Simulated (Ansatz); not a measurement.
**Run report: Al, geometry relaxation**

- system: Al (Fm-3m, 1 atom in the cell)
- method: DFT, PBE, plane waves, PAW (Ansatz 0.2.0)

The structure derives from a Materials Project entry. The run did not end well. Figures and captions count atoms from 1; the log counts them from 0 in places.

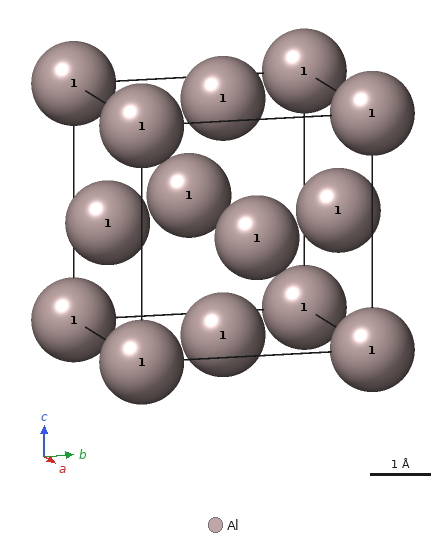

Fig. 1: The input geometry (spheres-only view of the cell 4 times as large as that of the calculation, set on its symmetry axes, seen slightly off an axis; atoms are numbered from 1 in the order of the input).

Outcome:

```csv
quantity,value
outcome,stopped at the time limit
space group (tolerance 0.01 Å),Fm-3m (225)
hardware,"1 thread of AMD EPYC (Zen 3), 32 GiB of memory available, shared host"
wall time,49 s
peak memory,0.96 GiB
```

Settings chosen away from the usual ones: kpoints.mp_grid.shift set to [0.5, 0.5, 0.5]; crystal.symmetry set to {"detect": false}. The run was cut off by its time limit, so the output is incomplete.

Input file:
```yaml
crystal:
  lattice:
    - [0.0, 2.0194648466, 2.0194648466]
    - [2.0194648466, 0.0, 2.0194648466]
    - [2.0194648466, 2.0194648466, 0.0]
  atoms:
    - { symbol: Al, position: [0.0, 0.0, 0.0] }
  symmetry: { detect: false }
basis:
  ecutwfc: 420
kpoints:
  mp_grid: { grid: [18, 18, 18], shift: [0.5, 0.5, 0.5] }
hamiltonian:
  xc: pbe
scf:
  occupations: { method: gaussian, width: 0.1 }
output:
  forces: true
  eigenvalues: true
  stress: true
relax:
  adjacent_minimum: "off"
  f_tol: 0.005
  max_steps: 80
  cell: { stress_tol: 0.05 }
```

Run as:
```bash
ansatz run input.yaml --threads 1 --pin off --max-ram 2560MiB --backend cpu --events-out ev --progress --plain --runs-dir out
```

Output:
```
Engine: ansatz 0.2.0, x86_64-unknown-linux-gnu
Pseudopotentials: kind: paw
Pseudopotential: Al, paw, valence charge 3, recommended cutoff 420 eV (normal), Al.paw.azcp
Functional definition: PBE
  parameter kappa = 0.804
  parameter beta = 0.06672455060314922
  exchange = pbe_x(kappa = kappa, mu = beta*pi^2/3)
  correlation = pbe_c(beta = beta)
Crystal: 1 atoms, lattice volume = 16.472 Å³
Basis set: ecut = 420 eV, 331 PW (Γ), exchange–correlation on 40×40×40 points (8 copies of the dense FFT grid, shifted against one another)
Bands: 6, of which v1, the nominal top of the filled ones, is band 2 counted from 1 (1 counted from 0)
Symmetry: 1 space group operations
k-points: 2916 of 5832 (time reversal used)
Non-local potential: Al, projectors of the file, l = 0: 2, l = 1: 2, l = 2: 1
PAW form: soft (Blöchl's): semilocal exchange-correlation on the pseudo side does not see the compensation charge
PAW one-centre angular grid: Al, 110 points (default); XC on 64 Gauss nodes
Initial density: superposition of atomic densities (neutral atoms: chi_scale 0, normalization atom), corrected by the library's trained network
Initial wavefunctions: pseudopotential atomic-orbital guess
Functional: x = pbe(κ = 0.804, μ = 0.2195149727645171), c = pbe(β = 0.06672455060314922)
SCF iter   1: F=—  HF=-537.504325 eV  |F-HF|=—  |Δ(HF+E_count)|=         —  Δρ=4.65e-4  dr2=1.02e-5  ethr=1.77e-3  ⟨swp⟩=4.7  Hψ=147846  notcnv=0
preconditioner: auto → none  [metal: Δε(μ)=0.008 eV  Ē_g=13.207 eV  σ=0.100 eV  W_gap=0.04  n_scr=0 (ndim 8)  ℏωp=15.8 eV  f_vac=0.000  D(μ)=0.39/eV (n_scr^D=0)]
SCF iter   2: F=—  HF=-537.504368 eV  |F-HF|=—  |Δ(HF+E_count)|=   4.25e-5  Δρ=2.40e-4  dr2=2.85e-6  ethr=3.40e-7  ⟨swp⟩=2.0  Hψ=44777  notcnv=0  defer=2
iter 3 did not close the SCF: its close was put off for the readings that it lacked (scf_convergence_deferred on its scf_iter line)
SCF iter   3: F=-537.504378 eV  HF=-537.504378 eV  |F-HF|=1.12e-8  |Δ(HF+E_count)|=   1.02e-5  Δρ=1.60e-5  dr2=4.57e-8  ethr=9.49e-8  ⟨swp⟩=2.0  Hψ=20578  notcnv=0  defer=2
iter 4 did not close the SCF: its close was put off for the readings that it lacked (scf_convergence_deferred on its scf_iter line)
SCF iter   4: F=-537.504378 eV  HF=-537.504378 eV  |F-HF|=1.37e-9  |Δ(HF+E_count)|=   8.91e-9  Δρ=5.96e-6  dr2=6.22e-9  ethr=1.52e-9  ⟨swp⟩=1.0  Hψ=16194  notcnv=0  defer=2
iter 5 did not close the SCF: its close was put off for the readings that it lacked (scf_convergence_deferred on its scf_iter line)
SCF iter   5: F=-537.504378 eV  HF=-537.504378 eV  |F-HF|=4.57e-11  |Δ(HF+E_count)|=   1.22e-9  Δρ=9.20e-7  dr2=1.62e-10  ethr=2.07e-10  ⟨swp⟩=1.0  Hψ=16194  notcnv=0  defer=2
SCF iter   6: F=-537.504378 eV  HF=-537.504378 eV  |F-HF|=2.16e-12  |Δ(HF+E_count)|=  3.69e-11  Δρ=1.98e-7  dr2=7.53e-12  ethr=5.40e-12  ⟨swp⟩=2.0  Hψ=56165  notcnv=0
SCF 1 converged in 6 iterations: F = -537.504378 eV  dr2 = 7.53e-12
  greatest PAW one-centre occupation: 0.446 electrons in one spin orbital (limit 2), on the Al atom at site 0 (counted from 0), in its partial waves of l = 0
relax step   1: F+E_penalty+E_count = -537.50437804 eV  Δ(F+E_penalty+E_count) = +0.000e0 eV  max|allowed force component| = 0.000e0 eV/Å  Δτ_max = 0.0000 Å  P = +0.106 GPa  Ω = 16.472 Å³  (6 SCF iters, dr2 threshold 1.00e-7 eV, accepted)
Crystal: 1 atoms, lattice volume = 16.496 Å³
Initial density: handed on by an earlier stage of this run
Initial wavefunctions: those handed on with the density
iter 1 solved again at ethr=1.64e-6 eV; its pass at ethr=3.10e-3 eV (dr2=4.92e-5 eV) is discarded
SCF iter   1: F=—  HF=-537.504825 eV  |F-HF|=—  |Δ(HF+E_count)|=         —  Δρ=4.88e-4  dr2=4.80e-5  ethr=1.64e-6  ⟨swp⟩=1.9  Hψ=164613  notcnv=0
```

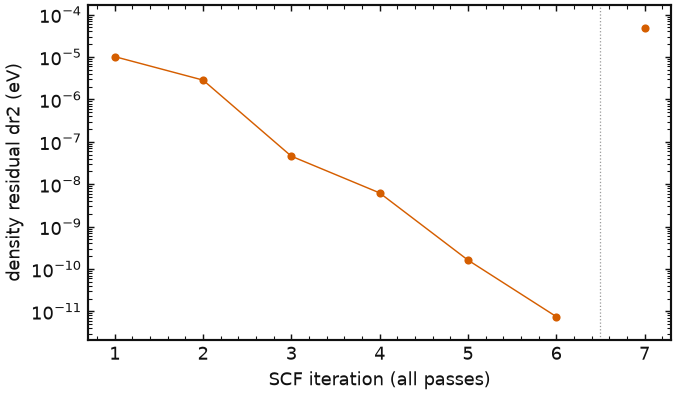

Fig. 2: Convergence of the self-consistent field: density residual dr2 against the SCF iteration. Dotted lines part the SCF passes that the log prints in full.

```
preconditioner: auto → none  [metal: Δε(μ)=0.016 eV  Ē_g=13.197 eV  σ=0.100 eV  W_gap=0.09  n_scr=0 (ndim 8)  ℏωp=15.8 eV  f_vac=0.000  D(μ)=0.40/eV (n_scr^D=0)]
Step cancelled. What follows is not a result of the run: it is the report of the last solve that finished, which converged after 6 SCF iterations.
Free energy (F): -537.504378 eV
Harris-Foulkes:  -537.504378 eV  (|F-HF|=2.16e-12)
Internal energy: -537.502410 eV  (E = F + TS)
E sigma→0 (E₀):  -537.503394 eV
Entropy (-TS):   -0.001968 eV (-1.968 meV/atom)
Fermi energy:    7.947193 eV
--- Per-component energies (eV) ---
  E_band       = 10.607341
  E_kinetic    = 22.788553
  E_local      = 9.924360  (includes V_loc(G=0)·N_el)
  E_nonlocal   = 10.317999
  E_hartree    = 0.103994
  E_xc         = -39.742080
  E_vxc        = -28.970472  (∫ρ·V_xc dr)
  E_paw        = -467.338185  (= ΣΔE_a)
  E_vpaw       = -3.661086  (= ΣTr[D̂ρ^β])
  E_aug_tail   = -0.000002  (compensation charges beyond the density's cutoff)
  E_ewald      = -73.557049
  E_smearing   = -0.001968  (= −TS)
  E_closure    = 0.000000  (closes the sum)
  Σ components = -537.504378   (vs F -537.504378, Δ=0.00e0)
--- Forces (eV/Å), atoms counted from 1 ---
  atom   1  Al    -0.00000000     0.00000000    -0.00000000
  max |Σ_I F_I| component: 6.11e-11 eV/Å
--- Stress (GPa, compression-positive) ---
        0.105875      -0.414035      -0.414035
       -0.414035       0.105875      -0.414034
       -0.414035      -0.414034       0.105875
  P = ⅓ Tr σ = 0.1059 GPa (1.059 kbar)
--- Band table (eV; the first three rows and the last of 2916) ---
  k-point 0: bands = ["-3.1559", "19.9919", "20.4077", "20.4077", "22.2182", "22.2182"]
  k-point 1: bands = ["-3.0440", "18.6414", "19.4971", "20.5145", "22.2899", "22.8156"]
  k-point 2: bands = ["-2.7646", "16.4503", "18.9412", "20.1638", "22.8512", "23.0362"]
  k-point 2915: bands = ["3.2302", "3.7571", "18.7149", "18.7451", "19.6712", "20.0385"]
End of that report.
Error: SIGTERM received: cancelled by the caller after 1 completed SCF iterations
```
